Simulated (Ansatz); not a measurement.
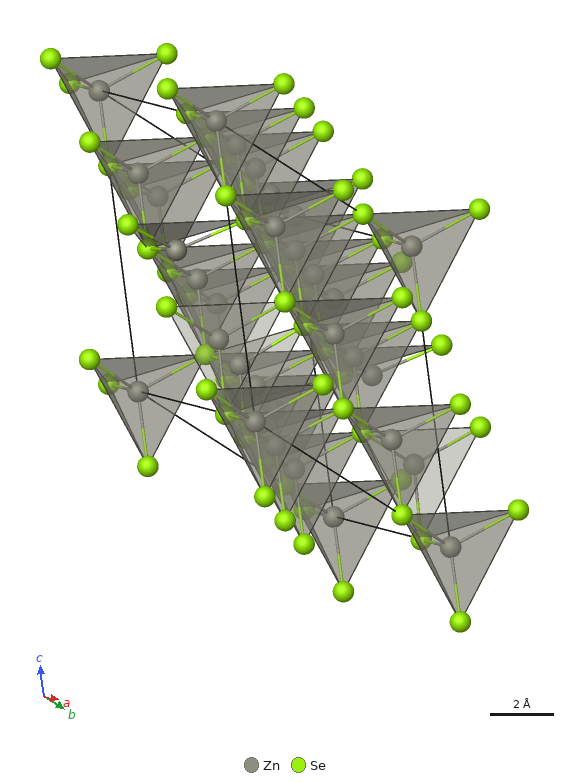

Fig. 1: The structure as given in the input (polyhedral view of the cell of the calculation, seen slightly off an axis; polyhedra are completed across the faces of the cell). An atom can appear more than once, as a periodic image.

**Geometry relaxation of Zn₁₆Se₁₅ (charge +1) (part 1 of 3)**

- system: Zn₁₆Se₁₅ (defect cell, 31 atoms in the cell, total charge +1)
- method: DFT PBE, scalar-relativistic, plane waves, PAW, spin-polarised (Ansatz 0.2.0)

The structure derives from a Materials Project entry. It belongs to a series of runs on one base structure; here: Se vacancy (site c), charge +1, atoms relaxed at the host's cell, started again with a moment of 3 μB.

Input file
```yaml
crystal:
  lattice:
    - [-5.7317611754, 5.7317611754, -5.7317611754]
    - [5.7317611754, -5.7317611754, -5.7317611754]
    - [-5.7317611754, -5.7317611754, 5.7317611754]
  atoms:
    - { symbol: Zn, position: [0.5, 0.2688704686, 0.25], spin: 0.75 }
    - { symbol: Zn, position: [0.2506919721, 0.2518926131, 0.5018926131] }
    - { symbol: Zn, position: [0.001200641, 0.2493080279, 0.751200641] }
    - { symbol: Zn, position: [0.7688704686, 0.0, 0.25], spin: 0.75 }
    - { symbol: Zn, position: [0.7518926131, 0.2518926131, 0.0006919721] }
    - { symbol: Zn, position: [0.5, 0.0, 0.5188704686], spin: 0.75 }
    - { symbol: Zn, position: [0.2481073869, 0.0, 0.748799359] }
    - { symbol: Zn, position: [-0.001200641, 0.7481073869, 0.25] }
    - { symbol: Zn, position: [0.998799359, 1.0, 0.9981073869] }
    - { symbol: Zn, position: [0.7518926131, 0.7506919721, 0.5018926131] }
    - { symbol: Zn, position: [0.5, 0.7481073869, 0.748799359] }
    - { symbol: Zn, position: [0.2481073869, 0.498799359, 0.25] }
    - { symbol: Zn, position: [0.2311295314, 0.7311295314, -0.0188704686], spin: 0.75 }
    - { symbol: Zn, position: [0.001200641, 0.501200641, 0.4993080279] }
    - { symbol: Zn, position: [0.7493080279, 0.501200641, 0.751200641] }
    - { symbol: Zn, position: [0.5, 0.498799359, -0.0018926131] }
    - { symbol: Se, position: [0.2479843362, 0.0, 0.4980856002] }
    - { symbol: Se, position: [0.0, 0.0, 0.75] }
    - { symbol: Se, position: [0.7480856002, 0.7479843362, 0.25] }
    - { symbol: Se, position: [0.7480856002, 0.0, -0.0020156638] }
    - { symbol: Se, position: [0.5, 0.7479843362, 0.4980856002] }
    - { symbol: Se, position: [0.2519143998, 0.7519143998, 0.749898736] }
    - { symbol: Se, position: [0.0, 0.5, 0.25] }
    - { symbol: Se, position: [-0.000101264, 0.7519143998, 0.0019143998] }
    - { symbol: Se, position: [0.7520156638, 0.500101264, 0.5020156638] }
    - { symbol: Se, position: [0.5, 0.5, 0.75] }
    - { symbol: Se, position: [0.2479843362, 0.2480856002, 0.25] }
    - { symbol: Se, position: [0.2519143998, 0.499898736, 0.0019143998] }
    - { symbol: Se, position: [0.000101264, 0.2520156638, 0.5020156638] }
    - { symbol: Se, position: [0.7520156638, 0.2520156638, 0.750101264] }
    - { symbol: Se, position: [0.5, 0.2480856002, -0.0020156638] }
  host:
    lattice:
      - [0.0, 2.8658805877, 2.8658805877]
      - [2.8658805877, 0.0, 2.8658805877]
      - [2.8658805877, 2.8658805877, 0.0]
    atoms:
      - { symbol: Zn, position: [0.0, 0.0, 0.0] }
      - { symbol: Se, position: [0.75, 0.75, 0.75] }
total_charge: 1
basis:
  ecutwfc: 420
  xc_grid: 2
kpoints:
  mp_grid: { grid: [2, 2, 2], shift: [0.5, 0.5, 0.5] }
hamiltonian:
  xc: pbe
scf:
  occupations: { method: gaussian, width: 0.01 }
output:
  forces: true
  stress: false
  eigenvalues: true
  populations: true
  charged_corrections:
    defect_position: [0.5, 0.0, 0.25]
    epsilon: [[10.789, 0.0, 0.0], [0.0, 10.789, 0.0], [0.0, 0.0, 10.789]]
  write_density: true
  write_potential: true
  elf: true
  volumetric_format: npy
magnetization:
  spin_polarized: true
relax:
  adjacent_minimum: "off"
  f_tol: 0.025
  max_steps: 45
```

Launched with:
```bash
ansatz run input.yaml --threads 4 --pin off --max-ram 10240MiB --backend cpu --events-out ev --progress --plain --runs-dir out
```

The program's output
```
Engine: ansatz 0.2.0, x86_64-unknown-linux-gnu
Pseudopotentials: kind: paw
Pseudopotential: Zn, paw, valence charge 12, recommended cutoff 420 eV (normal), Zn.paw.azcp
Pseudopotential: Se, paw, valence charge 16, recommended cutoff 420 eV (normal), Se.paw.azcp
Functional definition: PBE
  parameter kappa = 0.804
  parameter beta = 0.06672455060314922
  exchange = pbe_x(kappa = kappa, mu = beta*pi^2/3)
  correlation = pbe_c(beta = beta)
Crystal: 31 atoms, lattice volume = 753.224 Å³
Basis set: ecut = 420 eV, 14771 PW (Γ), exchange–correlation on 144×144×144 points (8 copies of the dense FFT grid, shifted against one another)
Bands: 261, of which v1, the nominal top of the filled ones, is band 216 counted from 1 (215 counted from 0)
Symmetry: 24 space group operations
Space group: I-43m (ITA 217), of the structure as read, at distance tolerance 9.1e-5 Å
Magnetic group: BNS 217.78 (UNI 1580), of the structure as read, at distance tolerance 9.1e-5 Å
k-points: 2 of 8 (time reversal used)
Non-local potential: Zn, projectors of the file, l = 0: 2, l = 1: 2, l = 2: 3, l = 3: 1
Non-local potential: Se, projectors of the file, l = 0: 2, l = 1: 2, l = 2: 3, l = 3: 1
PAW form: soft (Blöchl's): semilocal exchange-correlation on the pseudo side does not see the compensation charge
PAW one-centre angular grid: Zn, 590 points (default); XC on 64 Gauss nodes
PAW one-centre angular grid: Se, 590 points (default); XC on 64 Gauss nodes
Initial density: superposition of atomic densities (chi_scale 0.1, normalization cell, long waves kept (reshape's long-wave potential 0.12 eV rms))
Starting moments: Σ|m| = 3 μB on 4 of 31 sites
Initial wavefunctions: pseudopotential atomic-orbital guess
Functional: x = pbe(κ = 0.804, μ = 0.2195149727645171), c = pbe(β = 0.06672455060314922)
SCF iter   1: F=—  HF=-135172.274103 eV  |F-HF|=—  |Δ(HF+E_count)|=         —  Δρ=4.69e-2 (↑2.93e-2 ↓4.69e-2)  dr2=1.69e1  dr2_m=4.24e0  M=0.500 μB ∫|m|=0.531 μB  β_m=0.30  ethr=3.10e-3  ⟨swp⟩=6.0  Hψ=4108  notcnv=0  defer=3
preconditioner: auto → Resta (q_TF=auto, 2.486 Å⁻¹)  ε∞=4.6  [insulator: Δε(μ)=0.105 eV  Ē_g=11.908 eV  σ=0.010 eV  W_gap=0.67  n_scr=200 (ndim 8)  ℏωp=22.7 eV  f_vac=0.095  D(μ)=38.57/eV (n_scr^D=368)  ε∞_Penn≈4.6]
spin=Collinear: Resta preconditioning applied to the charge; magnetization (m = ρ↑ − ρ↓) channel mixes plain (no charge-response kernel on spin).
SCF iter   2: F=—  HF=-135168.172771 eV  |F-HF|=—  |Δ(HF+E_count)|=    4.10e0  Δρ=2.76e-2 (↑1.82e-2 ↓2.76e-2)  dr2=4.87e0  dr2_m=2.11e0  M=0.500 μB ∫|m|=0.524 μB  β_m=0.30  ethr=3.10e-3  ⟨swp⟩=2.0  Hψ=1730  notcnv=0  defer=158
SCF iter   3: F=—  HF=-135166.674928 eV  |F-HF|=—  |Δ(HF+E_count)|=    1.50e0  Δρ=1.38e-2 (↑1.28e-2 ↓1.38e-2)  dr2=5.92e-1  dr2_m=1.06e0  M=0.500 μB ∫|m|=0.516 μB  β_m=0.30  ethr=1.13e-3  ⟨swp⟩=2.0  Hψ=1457  notcnv=0  defer=158
SCF iter   4: F=—  HF=-135166.615337 eV  |F-HF|=—  |Δ(HF+E_count)|=   5.96e-2  Δρ=9.67e-3 (↑9.67e-3 ↓8.25e-3)  dr2=7.38e-2  dr2_m=5.35e-1  M=0.500 μB ∫|m|=0.518 μB  β_m=0.30  ethr=1.37e-4  ⟨swp⟩=2.5  Hψ=1540  notcnv=0  defer=158
SCF iter   5: F=—  HF=-135166.621245 eV  |F-HF|=—  |Δ(HF+E_count)|=   5.91e-3  Δρ=7.25e-3 (↑7.25e-3 ↓5.71e-3)  dr2=5.85e-2  dr2_m=2.72e-1  M=0.500 μB ∫|m|=0.516 μB  β_m=0.30  ethr=1.71e-5  ⟨swp⟩=2.0  Hψ=1648  notcnv=0  defer=158
SCF iter   6: F=—  HF=-135166.609211 eV  |F-HF|=—  |Δ(HF+E_count)|=   1.20e-2  Δρ=4.63e-3 (↑4.63e-3 ↓4.35e-3)  dr2=5.23e-3  dr2_m=1.38e-1  M=0.500 μB ∫|m|=0.516 μB  β_m=0.30  ethr=1.36e-5  ⟨swp⟩=2.0  Hψ=1459  notcnv=0  defer=158
SCF iter   7: F=—  HF=-135166.618759 eV  |F-HF|=—  |Δ(HF+E_count)|=   9.55e-3  Δρ=3.29e-3 (↑3.09e-3 ↓3.29e-3)  dr2=7.40e-4  dr2_m=6.99e-2  M=0.503 μB ∫|m|=0.519 μB  β_m=0.30  ethr=1.21e-6  ⟨swp⟩=2.0  Hψ=1772  notcnv=0  defer=158
Mixer restart at iter 7: flushing history
spin-set hold released at iteration 7 (site moments contracting): the magnetisation degrees of freedom join the quasi-Newton model from the next iteration; the mixer history was flushed
SCF iter   8: F=—  HF=-135166.622266 eV  |F-HF|=—  |Δ(HF+E_count)|=   3.51e-3  Δρ=2.45e-3 (↑2.13e-3 ↓2.45e-3)  dr2=1.66e-3  dr2_m=3.55e-2  M=0.541 μB ∫|m|=0.557 μB  β_m=0.65  ethr=1.72e-7  ⟨swp⟩=2.0  Hψ=1760  notcnv=0  defer=158
SCF iter   9: F=—  HF=-135166.638840 eV  |F-HF|=—  |Δ(HF+E_count)|=   1.66e-2  Δρ=7.96e-4 (↑7.96e-4 ↓7.18e-4)  dr2=2.92e-3  dr2_m=2.94e-3  M=1.000 μB ∫|m|=1.022 μB  β_m=0.53  ethr=1.72e-7  ⟨swp⟩=3.0  Hψ=1781  notcnv=0  defer=158
SCF iter  10: F=—  HF=-135166.645551 eV  |F-HF|=—  |Δ(HF+E_count)|=   6.71e-3  Δρ=5.14e-4 (↑5.14e-4 ↓4.82e-4)  dr2=4.40e-4  dr2_m=1.67e-3  M=1.000 μB ∫|m|=1.029 μB  β_m=0.76  ethr=1.72e-7  ⟨swp⟩=3.5  Hψ=2065  notcnv=0  defer=158
SCF iter  11: F=—  HF=-135166.654774 eV  |F-HF|=—  |Δ(HF+E_count)|=   9.22e-3  Δρ=2.24e-4 (↑2.24e-4 ↓1.85e-4)  dr2=4.11e-4  dr2_m=2.54e-4  M=1.000 μB ∫|m|=1.043 μB  β_m=0.88  ethr=1.02e-7  ⟨swp⟩=3.0  Hψ=1544  notcnv=0  defer=158
SCF iter  12: F=—  HF=-135166.656153 eV  |F-HF|=—  |Δ(HF+E_count)|=   1.38e-3  Δρ=4.08e-5 (↑3.53e-5 ↓4.08e-5)  dr2=1.30e-4  dr2_m=1.67e-6  M=1.000 μB ∫|m|=1.052 μB  β_m=0.94  ethr=9.53e-8  ⟨swp⟩=2.2  Hψ=1634  notcnv=0  defer=158
SCF iter  13: F=—  HF=-135166.655978 eV  |F-HF|=—  |Δ(HF+E_count)|=   1.76e-4  Δρ=3.33e-5 (↑3.33e-5 ↓2.80e-5)  dr2=1.11e-5  dr2_m=3.33e-6  M=1.000 μB ∫|m|=1.052 μB  β_m=0.81  ethr=3.02e-8  ⟨swp⟩=2.5  Hψ=1522  notcnv=0  defer=158
SCF iter  14: F=—  HF=-135166.655984 eV  |F-HF|=—  |Δ(HF+E_count)|=   6.59e-6  Δρ=1.45e-5 (↑1.45e-5 ↓1.45e-5)  dr2=3.77e-6  dr2_m=2.57e-7  M=1.000 μB ∫|m|=1.053 μB  β_m=0.72  ethr=2.58e-9  ⟨swp⟩=15.2  Hψ=10919  notcnv=0
SCF iter  15: F=-135166.655983 eV  HF=-135166.655984 eV  |F-HF|=4.84e-7  |Δ(HF+E_count)|=   5.51e-7  Δρ=5.42e-6 (↑5.42e-6 ↓3.59e-6)  dr2=4.75e-7  dr2_m=2.70e-8  M=1.000 μB ∫|m|=1.053 μB  ethr=8.75e-10  ⟨swp⟩=10.0  Hψ=8557  notcnv=0
SCF 1 converged in 15 iterations: F = -135166.655983 eV  dr2 = 4.75e-7
  greatest PAW one-centre occupation: 1.000 electrons in one spin orbital (limit 2), on the Se atom at site 23 (counted from 0), in its partial waves of l = 2
relax step   1: F+E_penalty+E_count = -135166.65598323 eV  Δ(F+E_penalty+E_count) = +0.000e0 eV  max|allowed force component| = 1.206e-2 eV/Å  Δτ_max = 0.0000 Å  (15 SCF iters, dr2 threshold 1.56e-5 eV, accepted)
Initial density: handed on by an earlier stage of this run
Starting moments: Σ|m| = 3 μB on 4 of 31 sites; this step starts from the density that it was given
Initial wavefunctions: those handed on with the density
iter 1 solved again at ethr=1.10e-10 eV; its pass at ethr=3.10e-3 eV (dr2=4.74e-7 eV) is discarded
SCF iter   1: F=—  HF=-135166.655984 eV  |F-HF|=—  |Δ(HF+E_count)|=         —  Δρ=5.41e-6 (↑5.41e-6 ↓3.58e-6)  dr2=4.73e-7  dr2_m=2.70e-8  M=1.000 μB ∫|m|=1.053 μB  β_m=0.30  ethr=1.10e-10  ⟨swp⟩=1.0  Hψ=2442  notcnv=0
preconditioner: auto → Resta (q_TF=auto, 2.486 Å⁻¹)  ε∞=5.4  [insulator: Δε(μ)=0.208 eV  Ē_g=10.773 eV  σ=0.010 eV  W_gap=1.00  n_scr=200 (ndim 8)  ℏωp=22.7 eV  f_vac=0.150  D(μ)=0.00/eV (n_scr^D=0)  ε∞_Penn≈5.4]
spin=Collinear: Resta preconditioning applied to the charge; magnetization (m = ρ↑ − ρ↓) channel mixes plain (no charge-response kernel on spin).
SCF iter   2: F=—  HF=-135166.655984 eV  |F-HF|=—  |Δ(HF+E_count)|=   1.29e-7  Δρ=2.87e-6 (↑2.87e-6 ↓1.91e-6)  dr2=1.90e-7  dr2_m=1.60e-8  M=1.000 μB ∫|m|=1.053 μB  β_m=0.40  ethr=1.10e-10  ⟨swp⟩=2.0  Hψ=1494  notcnv=0
iter 3 did not close the SCF: its close was put off for a magnetic moment that had not settled (scf_convergence_deferred on its scf_iter line)
SCF iter   3: F=-135166.655984 eV  HF=-135166.655984 eV  |F-HF|=1.64e-8  |Δ(HF+E_count)|=   4.96e-8  Δρ=1.68e-6 (↑1.68e-6 ↓1.23e-6)  dr2=9.18e-8  dr2_m=5.56e-9  M=1.000 μB ∫|m|=1.053 μB  β_m=0.61  ethr=2.32e-11  ⟨swp⟩=7.0  Hψ=6067  notcnv=0
SCF iter   4: F=-135166.655984 eV  HF=-135166.655984 eV  |F-HF|=6.58e-9  |Δ(HF+E_count)|=   4.18e-8  Δρ=5.76e-7 (↑5.48e-7 ↓5.76e-7)  dr2=2.13e-8  dr2_m=2.07e-10  M=1.000 μB ∫|m|=1.053 μB  ethr=2.13e-11  ⟨swp⟩=5.5  Hψ=6022  notcnv=0
SCF 2 converged in 4 iterations: F = -135166.655984 eV  dr2 = 2.13e-8
  greatest PAW one-centre occupation: 1.000 electrons in one spin orbital (limit 2), on the Se atom at site 21 (counted from 0), in its partial waves of l = 2
relax step   2: F+E_penalty+E_count = -135166.65598367 eV  Δ(F+E_penalty+E_count) = -4.400e-7 eV  max|allowed force component| = 1.209e-2 eV/Å  Δτ_max = 0.0000 Å  (4 SCF iters, accepted)
```

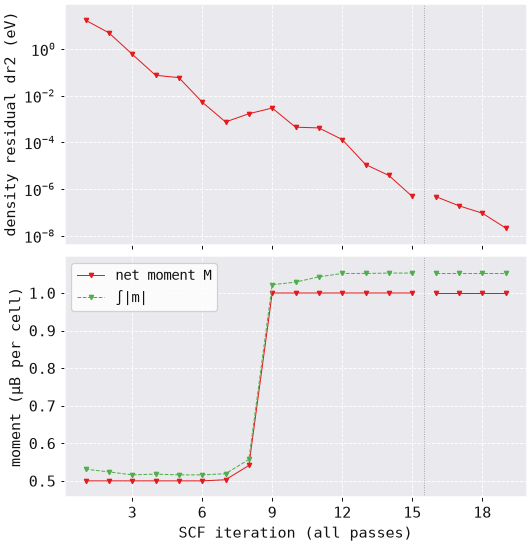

Fig. 2: Convergence of the self-consistent field: density residual dr2 and magnetic moment against the SCF iteration. The dotted lines part the SCF passes of the relaxation: geometry steps, rejected trials and re-solves on a re-selected basis. The passes take 15 and 4 iterations. The net moment goes from 0.5 to 1.0 μB per cell.

```
SCF converged after 4 iterations
Magnetization: 1.0000 μB (216.0000 up, 215.0000 down)
Absolute magnetization: 1.0460 μB (∫|ρ↑−ρ↓|, with the PAW one-centre terms)
Spin contamination: 0.0019 ħ² per cell (⟨S²⟩ above its minimum at these occupations)
Per-site moments (μB) at R_I (Å): [(0.02677065562878477, 1.0068792596167992), (0.002538309677656818, 1.017693142823251), (0.0025383096776567496, 1.0176931428232512), (0.02677065562878432, 1.0068792596167995), (0.002538309677656664, 1.017693142823251), (0.026770655628784827, 1.0068792596167995), (0.0025383096776564755, 1.0176931428232514), (0.002538309677656809, 1.017693142823252), (0.00253830967765646, 1.0176931428232514), (0.0025383096776566525, 1.017693142823251), (0.0025383096776567153, 1.0176931428232514), (0.0025383096776565623, 1.0176931428232514), (0.02677065562878493, 1.0068792596167995), (0.0025383096776565115, 1.0176931428232507), (0.0025383096776566165, 1.0176931428232503), (0.0025383096776565002, 1.0176931428232507), (0.01101580164153644, 1.0068792596168001), (0.009385907420000485, 1.017693142823251), (0.01101580164153632, 1.0068792596167995), (0.011015801641536423, 1.0068792596167997), (0.011015801641536297, 1.0068792596167995), (0.011015801641536312, 1.0068792596167995), (0.009385907420000611, 1.0176931428232507), (0.011015801641536163, 1.0068792596167995), (0.01101580164153636, 1.0068792596167995), (0.009385907420000535, 1.0176931428232503), (0.01101580164153636, 1.0068792596167995), (0.011015801641536328, 1.0068792596167995), (0.011015801641536344, 1.0068792596167995), (0.011015801641536389, 1.0068792596167995), (0.011015801641536494, 1.0068792596167992)]
Free energy (F): -135166.655984 eV
Harris-Foulkes:  -135166.655984 eV  (|F-HF|=6.58e-9)
Internal energy: -135166.655984 eV  (E = F + TS)
E sigma→0 (E₀):  -135166.655984 eV
Fermi energy:    7.381647 eV
--- Per-component energies (eV) ---
  E_band       = -6051.636570
  E_kinetic    = 3858.310867
  E_local      = -71116.108115  (includes V_loc(G=0)·N_el)
  E_nonlocal   = 894.136981
  E_hartree    = 32838.023450
  E_xc         = -3740.861325
  E_vxc        = -2281.178406  (∫ρ·V_xc dr)
  E_paw        = -57925.438111  (= ΣΔE_a)
  E_vpaw       = -3082.828018  (= ΣTr[D̂ρ^β])
  E_aug_tail   = -0.014387  (compensation charges beyond the density's cutoff)
  E_ewald      = -39974.705343
  E_smearing   = -0.000000  (= −TS)
  E_closure    = 0.000000  (closes the sum)
  E_deformation_potential = 11.617808  (in the stress; not in F)
  Σ components = -135166.655984   (vs F -135166.655984, Δ=0.00e0)
```
